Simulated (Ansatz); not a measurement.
**Energy of WC along a strain of the cell**

System: WC (Amm2, 2 atoms in the cell).
Method: DFT PBE, scalar-relativistic, plane waves, PAW, no spin polarisation (Ansatz 0.2.0).

The 5 runs differ only in the geometry, by a strain of the cell at fixed fractional positions. Against run 3, the strain is εxx = −0.99 η and εyy = η. The structure derives from an entry of the Crystallography Open Database.

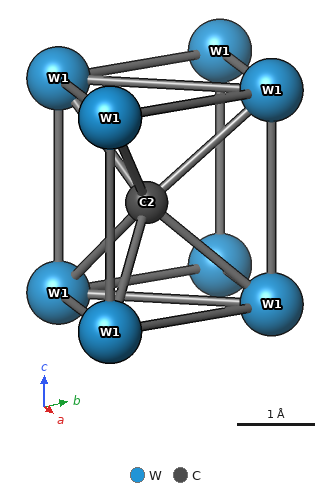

Figure 1. The structure of run 3 (ball-and-stick view of the cell of the calculation, seen slightly off an axis; atoms are numbered from 1 in the order of the input).

### Input of run 3
```yaml
crystal:
  lattice:
    - [2.9150039432, 0.0, 0.0]
    - [-1.4575019716, 2.4993483877, 0.0]
    - [0.0, 0.0, 2.829]
  atoms:
    - { symbol: W, position: [0.0, 0.0, 0.0] }
    - { symbol: C, position: [0.6666666667, 0.3333333333, 0.5] }
basis:
  ecutwfc: 420
kpoints:
  mp_grid: { grid: [18, 18, 16] }
hamiltonian:
  xc: pbe
scf:
  occupations: { method: gaussian, width: 0.15 }
output:
  forces: true
  stress: true
  eigenvalues: true
```

Run 4 differs from it as follows:
```diff
-    - [2.9150039432, 0.0, 0.0]
-    - [-1.4575019716, 2.4993483877, 0.0]
+    - [2.8714964216, 0.0, 0.0]
+    - [-1.4357482108, 2.5370270066, 0.0]
```

### Results, with one run withheld

```csv
run,strain parameter η (%),"free energy per atom, from the lowest run given (meV)",pressure (GPa)
1,−1.5075,12.46,8.95
2,−1.0050,6.70,8.73
3,0.0000,0.00,8.48
4,1.5075,?,?
5,2.5126,12.99,8.94
```

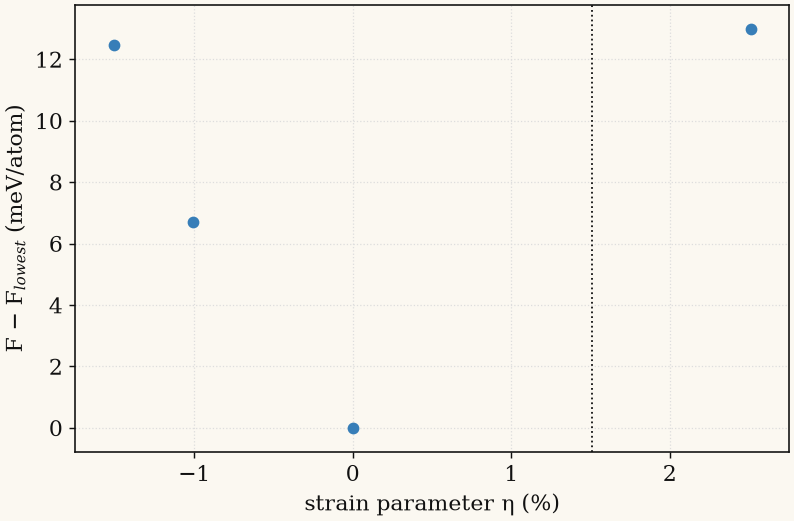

Figure 2. Free energy per atom of the runs given; the dotted line marks run 4.

Estimate the energy of run 4 from the others.

A quadratic polynomial in the coordinate, fitted to the 4 runs given, misses them by at most 0.05 meV per atom. With x = η − 0.0000, it reads F = 0.024251 − 3.2338 x + 3.3404 x² (meV per atom). At run 4 it gives 2.74 meV per atom, and the run itself gives 2.57. The fit has its minimum at η = 0.4840 %.

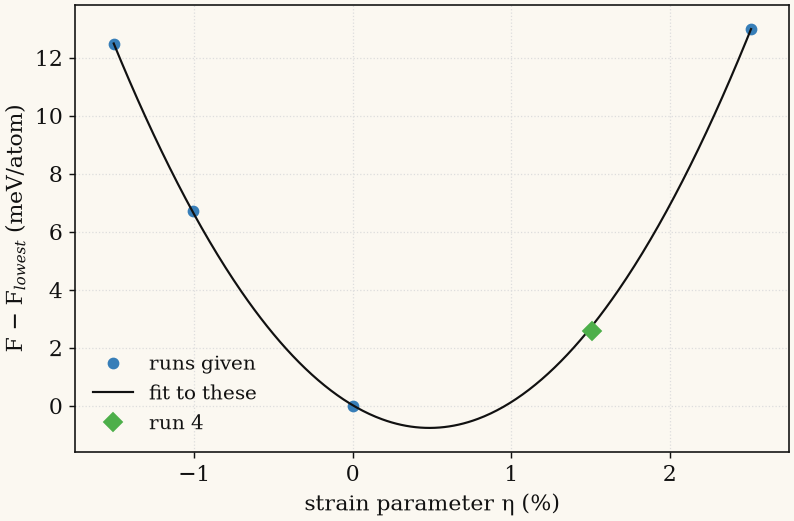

Figure 3. The fit and the withheld run.

### Output, shortened to warnings, some set-up lines, iterations and results (run 4)
```
Basis set: ecut = 420 eV, 405 PW (Γ), exchange–correlation on 40×40×40 points (8 copies of the dense FFT grid, shifted against one another)
Symmetry: 4 space group operations
k-points: 819 of 5184 (time reversal used)
Initial density: superposition of atomic densities (neutral atoms: chi_scale 0, normalization atom), corrected by the library's trained network
[...]
SCF iter   1: F=—  HF=-10636.039023 eV  |F-HF|=—  |Δ(HF+E_count)|=         —  Δρ=7.25e-3  dr2=2.55e-3  ethr=1.77e-3  ⟨swp⟩=5.1  Hψ=51714  notcnv=0
SCF iter   2: F=—  HF=-10636.041453 eV  |F-HF|=—  |Δ(HF+E_count)|=   2.43e-3  Δρ=4.19e-3  dr2=8.88e-4  ethr=1.42e-5  ⟨swp⟩=1.9  Hψ=20057  notcnv=0
SCF iter   3: F=—  HF=-10636.042469 eV  |F-HF|=—  |Δ(HF+E_count)|=   1.02e-3  Δρ=3.47e-4  dr2=2.16e-5  ethr=4.93e-6  ⟨swp⟩=2.3  Hψ=16070  notcnv=0
SCF iter   4: F=—  HF=-10636.042460 eV  |F-HF|=—  |Δ(HF+E_count)|=   8.77e-6  Δρ=1.19e-4  dr2=1.62e-6  ethr=1.20e-7  ⟨swp⟩=2.5  Hψ=17665  notcnv=0
SCF iter   5: F=-10636.042460 eV  HF=-10636.042460 eV  |F-HF|=4.33e-8  |Δ(HF+E_count)|=   4.00e-7  Δρ=2.05e-5  dr2=6.48e-8  ethr=8.99e-9  ⟨swp⟩=2.0  Hψ=17195  notcnv=0
SCF iter   6: F=-10636.042460 eV  HF=-10636.042460 eV  |F-HF|=2.18e-9  |Δ(HF+E_count)|=   2.33e-8  Δρ=4.50e-6  dr2=3.47e-9  ethr=3.60e-10  ⟨swp⟩=2.5  Hψ=39219  notcnv=0
SCF 1 converged in 6 iterations: F = -10636.042460 eV  dr2 = 3.47e-9
SCF converged after 6 iterations
Free energy (F): -10636.042460 eV
Harris-Foulkes:  -10636.042460 eV  (|F-HF|=2.18e-9)
Internal energy: -10636.039040 eV  (E = F + TS)
E sigma→0 (E₀):  -10636.040750 eV
Entropy (-TS):   -0.003421 eV (-1.710 meV/atom)
Fermi energy:    20.756008 eV
--- Per-component energies (eV) ---
  E_band       = -55.659700
  E_kinetic    = 542.702396
  E_local      = -659.848754  (includes V_loc(G=0)·N_el)
  E_nonlocal   = 25.531323
  E_hartree    = 233.916089
  E_xc         = -316.795771
  E_vxc        = -300.762167  (∫ρ·V_xc dr)
  E_paw        = -8661.211145  (= ΣΔE_a)
  E_vpaw       = -131.113428  (= ΣTr[D̂ρ^β])
  E_aug_tail   = -0.000057  (compensation charges beyond the density's cutoff)
  E_ewald      = -1800.333121
  E_smearing   = -0.003421  (= −TS)
  E_closure    = 0.000000  (closes the sum)
  Σ components = -10636.042460   (vs F -10636.042460, Δ=0.00e0)
--- Forces (eV/Å), atoms counted from 1 ---
  atom   1  W      0.00000000    -0.11498220     0.00000000
  atom   2  C      0.00000000     0.11495652     0.00000000
  max |Σ_I F_I| component: 2.57e-5 eV/Å
--- Stress (GPa, compression-positive) ---
       13.694458       0.000000       0.000000
        0.000000       3.182353       0.000000
        0.000000       0.000000       8.840543
  P = ⅓ Tr σ = 8.5725 GPa (85.725 kbar)
```

Notes: Spin–orbit coupling is left out, which matters for W.
